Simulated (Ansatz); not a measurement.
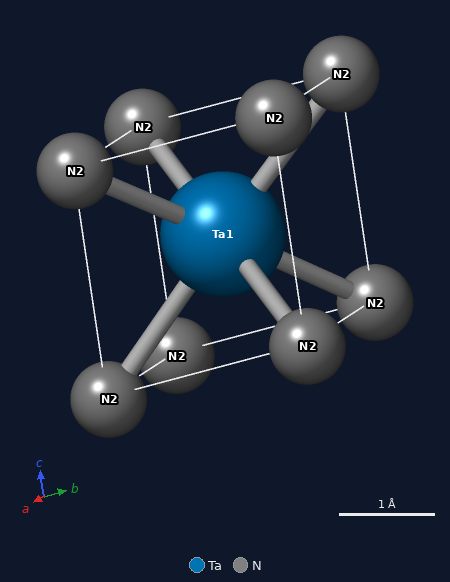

Fig. 1: The input geometry of run A (ball-and-stick view of the cell of the calculation, seen slightly off an axis; atoms are numbered from 1 in the order of the input). An atom can appear more than once, as a periodic image.

# What a change does: single-point calculation on TaN

System: TaN (I4mm, 2 atoms in the cell).
Method of run A: DFT r2SCAN, scalar-relativistic, plane waves, PAW, no spin polarisation (Ansatz 0.2.0).

The structure derives from an entry of the Crystallography Open Database. Text and figures count atoms from 1; the logs count them from 0 in places.

Input file, run A:
```yaml
crystal:
  lattice:
    - [0.0, 2.179, 2.179]
    - [2.179, 0.0, 2.179]
    - [2.179, 2.179, 0.0]
  atoms:
    - { symbol: Ta, position: [0.5, 0.5, 0.5] }
    - { symbol: "N", position: [0.0114731528, 0.0114731528, -0.0114731528] }
basis:
  ecutwfc: 500
kpoints:
  mp_grid: { grid: [18, 18, 18] }
hamiltonian:
  xc: r2scan
scf:
  occupations: { method: gaussian, width: 0.15 }
output:
  forces: true
  stress: true
  eigenvalues: true
```

Command:
```bash
ansatz run input.yaml --threads 1 --pin off --max-ram 2560MiB --backend cpu --events-out ev --progress --plain --runs-dir out
```

Hardware: 1 thread of Intel Xeon @ 2.50GHz (Skylake/Cascade Lake), 189 GiB of memory available, shared host.

Output, shortened to warnings, some set-up lines, iterations and results (run A):
```
Basis set: ecut = 500 eV, 531 PW (Γ), exchange–correlation on 96×96×96 points (64 copies of the dense FFT grid, shifted against one another)
Symmetry: 8 space group operations
k-points: 480 of 5832 (time reversal used)
Initial density: superposition of atomic densities (neutral atoms: chi_scale 0, normalization atom), corrected by the library's trained network
[...]
SCF iter   1: F=—  HF=-10330.956004 eV  |F-HF|=—  |Δ(HF+E_count)|=         —  Δρ=7.33e-3  dr2=3.39e-3  dr2_τ=1.45e-1  ethr=1.77e-3  ⟨swp⟩=5.6  Hψ=78288  notcnv=0  defer=82
SCF iter   2: F=—  HF=-10331.031980 eV  |F-HF|=—  |Δ(HF+E_count)|=   7.60e-2  Δρ=6.22e-3  dr2=5.13e-3  dr2_τ=3.32e-4  ethr=1.88e-5  ⟨swp⟩=2.0  Hψ=18483  notcnv=0  defer=1192
SCF iter   3: F=—  HF=-10331.032208 eV  |F-HF|=—  |Δ(HF+E_count)|=   2.28e-4  Δρ=3.75e-3  dr2=9.22e-4  dr2_τ=1.67e-4  ethr=1.88e-5  ⟨swp⟩=2.2  Hψ=8908  notcnv=0  defer=1192
SCF iter   4: F=—  HF=-10331.032887 eV  |F-HF|=—  |Δ(HF+E_count)|=   6.78e-4  Δρ=1.61e-3  dr2=5.39e-4  dr2_τ=4.59e-5  ethr=5.12e-6  ⟨swp⟩=2.1  Hψ=9648  notcnv=0  defer=1192
SCF iter   5: F=—  HF=-10331.032801 eV  |F-HF|=—  |Δ(HF+E_count)|=   8.61e-5  Δρ=9.09e-4  dr2=1.93e-4  dr2_τ=5.40e-6  ethr=2.99e-6  ⟨swp⟩=1.0  Hψ=6945  notcnv=0  defer=1192
SCF iter   6: F=—  HF=-10331.032766 eV  |F-HF|=—  |Δ(HF+E_count)|=   3.45e-5  Δρ=3.35e-4  dr2=2.64e-5  dr2_τ=7.99e-7  ethr=1.07e-6  ⟨swp⟩=1.3  Hψ=7425  notcnv=0  defer=1192
SCF iter   7: F=—  HF=-10331.032763 eV  |F-HF|=—  |Δ(HF+E_count)|=   3.16e-6  Δρ=8.17e-5  dr2=1.50e-6  dr2_τ=4.87e-8  ethr=1.47e-7  ⟨swp⟩=2.1  Hψ=8795  notcnv=0  defer=1192
SCF iter   8: F=-10331.032763 eV  HF=-10331.032763 eV  |F-HF|=3.33e-8  |Δ(HF+E_count)|=   1.01e-7  Δρ=1.76e-5  dr2=6.56e-8  dr2_τ=3.10e-9  ethr=5.56e-10  ⟨swp⟩=7.8  Hψ=39665  …
SCF 1 converged in 8 iterations: F = -10331.032763 eV  dr2 = 6.56e-8
SCF converged after 8 iterations
Free energy (F): -10331.032763 eV
Harris-Foulkes:  -10331.032763 eV  (|F-HF|=3.33e-8)
Internal energy: -10331.023772 eV  (E = F + TS)
E sigma→0 (E₀):  -10331.028267 eV
Entropy (-TS):   -0.008991 eV (-4.496 meV/atom)
Fermi energy:    22.422090 eV
--- Per-component energies (eV) ---
  E_band       = -49.481625
  E_kinetic    = 505.275183
  E_local      = -566.387945  (includes V_loc(G=0)·N_el)
  E_nonlocal   = 60.166961
  E_hartree    = 193.110305
  E_xc         = -266.464020
  E_vxc        = -309.654236  (∫ρ·V_xc dr)
  E_paw        = -8552.655187  (= ΣΔE_a)
  E_vpaw       = -141.106415  (= ΣTr[D̂ρ^β])
  E_aug_tail   = 0.000081  (compensation charges beyond the density's cutoff)
  E_vtau       = 16.001881  (kinetic-family band-sum trace: ∫τ·v_τ [+ j·A + Jᵃ·Aᵃ] dr)
  E_ewald      = -1703.283306
  E_core_change = -0.785845  (= ΣΔE_core)
  E_smearing   = -0.008991  (= −TS)
  E_closure    = -0.000000  (closes the sum)
  Σ components = -10331.032763   (vs F -10331.032763, Δ=0.00e0)
--- Forces (eV/Å), atoms counted from 1 ---
  atom   1  Ta     0.00000000     0.00000000     0.44709808
  atom   2  N      0.00000000     0.00000000    -0.44706892
  max |Σ_I F_I| component: 2.92e-5 eV/Å
--- Stress (GPa, compression-positive) ---
        9.786090       0.000000       0.000000
        0.000000       9.786090       0.000000
        0.000000       0.000000      11.125752
  P = ⅓ Tr σ = 10.2326 GPa (102.326 kbar)
```

Run B used a changed input.

The two runs side by side:

```csv
quantity,run A,run B
outcome,converged,converged
free energy per atom (eV),−5165.5164,−5165.5093
"energy per atom, smearing taken to zero (eV)",−5165.5141,−5165.5071
gap on the mesh (eV),0.00,0.00
pressure (GPa),10.23,10.79
largest force (eV/Å),0.447,0.687
SCF iterations,8,8
irreducible k-points,480,480
plane waves at Γ,531,531
wall time (shared host),72 s,70 s
```

What was changed in the input?

The change (lines with − go, lines with + come):
```diff
-    - { symbol: "N", position: [0.0114731528, 0.0114731528, -0.0114731528] }
+    - { symbol: "N", position: [-0.0172097292, -0.0172097292, 0.0172097292] }
```

With the same functional and potentials, run B lies 7.1 meV per atom higher. The pressure goes from 10.23 to 10.79 GPa. The largest force goes from 0.447 to 0.687 eV/Å. The number of SCF iterations is the same.

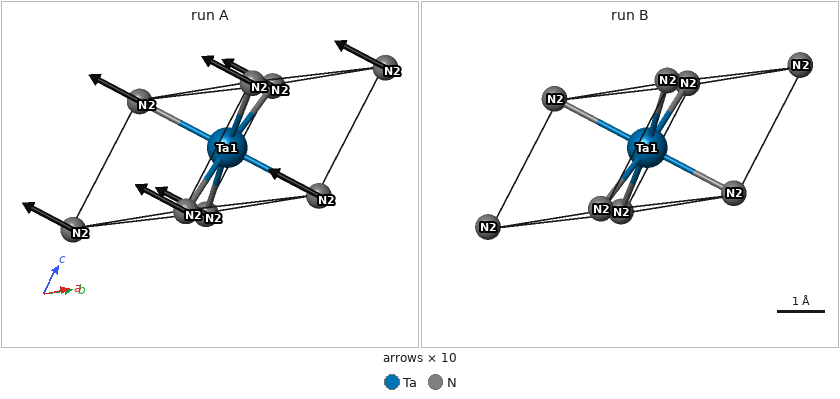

Fig. 2: The two input geometries at one scale (ball-and-stick view of the cell of the calculation, seen at an oblique angle). The black arrows on the first give the shifts of the atoms relative to the cell, magnified 10 times. The atom that moves furthest is N2 (0.12 Å). Ta stays in place. The cell stays as it was. Among the contacts that change: Ta1–N2 2.129 → 2.254 Å.

Output, shortened to warnings, some set-up lines, iterations and results (run B):
```
Basis set: ecut = 500 eV, 531 PW (Γ), exchange–correlation on 96×96×96 points (64 copies of the dense FFT grid, shifted against one another)
Symmetry: 8 space group operations
k-points: 480 of 5832 (time reversal used)
Initial density: superposition of atomic densities (neutral atoms: chi_scale 0, normalization atom), corrected by the library's trained network
[...]
SCF iter   1: F=—  HF=-10330.942080 eV  |F-HF|=—  |Δ(HF+E_count)|=         —  Δρ=7.38e-3  dr2=3.39e-3  dr2_τ=1.45e-1  ethr=1.77e-3  ⟨swp⟩=5.6  Hψ=78403  notcnv=0  defer=72
SCF iter   2: F=—  HF=-10331.017822 eV  |F-HF|=—  |Δ(HF+E_count)|=   7.57e-2  Δρ=6.18e-3  dr2=5.07e-3  dr2_τ=3.46e-4  ethr=1.88e-5  ⟨swp⟩=2.0  Hψ=18379  notcnv=0  defer=1189
SCF iter   3: F=—  HF=-10331.018351 eV  |F-HF|=—  |Δ(HF+E_count)|=   5.29e-4  Δρ=3.65e-3  dr2=1.08e-3  dr2_τ=2.97e-4  ethr=1.88e-5  ⟨swp⟩=2.0  Hψ=9314  notcnv=0  defer=1189
SCF iter   4: F=—  HF=-10331.018879 eV  |F-HF|=—  |Δ(HF+E_count)|=   5.28e-4  Δρ=2.46e-3  dr2=1.31e-3  dr2_τ=8.98e-5  ethr=5.99e-6  ⟨swp⟩=2.6  Hψ=10810  notcnv=0  defer=1189
SCF iter   5: F=—  HF=-10331.018612 eV  |F-HF|=—  |Δ(HF+E_count)|=   2.66e-4  Δρ=1.95e-4  dr2=7.31e-6  dr2_τ=4.91e-7  ethr=5.99e-6  ⟨swp⟩=2.0  Hψ=9051  notcnv=0  defer=1189
SCF iter   6: F=—  HF=-10331.018616 eV  |F-HF|=—  |Δ(HF+E_count)|=   3.61e-6  Δρ=1.05e-4  dr2=2.55e-6  dr2_τ=1.50e-7  ethr=4.06e-8  ⟨swp⟩=2.0  Hψ=9259  notcnv=0  defer=1189
SCF iter   7: F=—  HF=-10331.018616 eV  |F-HF|=—  |Δ(HF+E_count)|=   1.99e-8  Δρ=4.13e-5  dr2=3.98e-7  dr2_τ=2.27e-8  ethr=1.42e-8  ⟨swp⟩=2.2  Hψ=9185  notcnv=0  defer=1189
SCF iter   8: F=-10331.018616 eV  HF=-10331.018616 eV  |F-HF|=4.34e-8  |Δ(HF+E_count)|=   1.02e-8  Δρ=1.95e-5  dr2=8.48e-8  dr2_τ=4.83e-9  ethr=5.56e-10  ⟨swp⟩=8.6  Hψ=32362  …
SCF 1 converged in 8 iterations: F = -10331.018616 eV  dr2 = 8.48e-8
SCF converged after 8 iterations
Free energy (F): -10331.018616 eV
Harris-Foulkes:  -10331.018616 eV  (|F-HF|=4.34e-8)
Internal energy: -10331.009790 eV  (E = F + TS)
E sigma→0 (E₀):  -10331.014203 eV
Entropy (-TS):   -0.008826 eV (-4.413 meV/atom)
Fermi energy:    22.413467 eV
--- Per-component energies (eV) ---
  E_band       = -49.483744
  E_kinetic    = 505.360660
  E_local      = -567.062598  (includes V_loc(G=0)·N_el)
  E_nonlocal   = 60.212523
  E_hartree    = 193.409163
  E_xc         = -266.480791
  E_vxc        = -309.684611  (∫ρ·V_xc dr)
  E_paw        = -8552.677353  (= ΣΔE_a)
  E_vpaw       = -141.133383  (= ΣTr[D̂ρ^β])
  E_aug_tail   = 0.000084  (compensation charges beyond the density's cutoff)
  E_vtau       = 16.007457  (kinetic-family band-sum trace: ∫τ·v_τ [+ j·A + Jᵃ·Aᵃ] dr)
  E_ewald      = -1702.985633
  E_core_change = -0.785845  (= ΣΔE_core)
  E_smearing   = -0.008826  (= −TS)
  E_closure    = -0.000000  (closes the sum)
  Σ components = -10331.018616   (vs F -10331.018616, Δ=0.00e0)
--- Forces (eV/Å), atoms counted from 1 ---
  atom   1  Ta    -0.00000000     0.00000000    -0.68721709
  atom   2  N      0.00000000     0.00000000     0.68727931
  max |Σ_I F_I| component: 6.22e-5 eV/Å
--- Stress (GPa, compression-positive) ---
        9.796324       0.000000       0.000000
        0.000000       9.796324       0.000000
        0.000000       0.000000      12.785507
  P = ⅓ Tr σ = 10.7927 GPa (107.927 kbar)
```

For both runs: Spin–orbit coupling is left out, which matters for Ta. For run A: The cell is under a pressure of 10.2 GPa at this level, so it is not at its equilibrium volume. For run B: The cell is under a pressure of 10.8 GPa at this level, so it is not at its equilibrium volume.
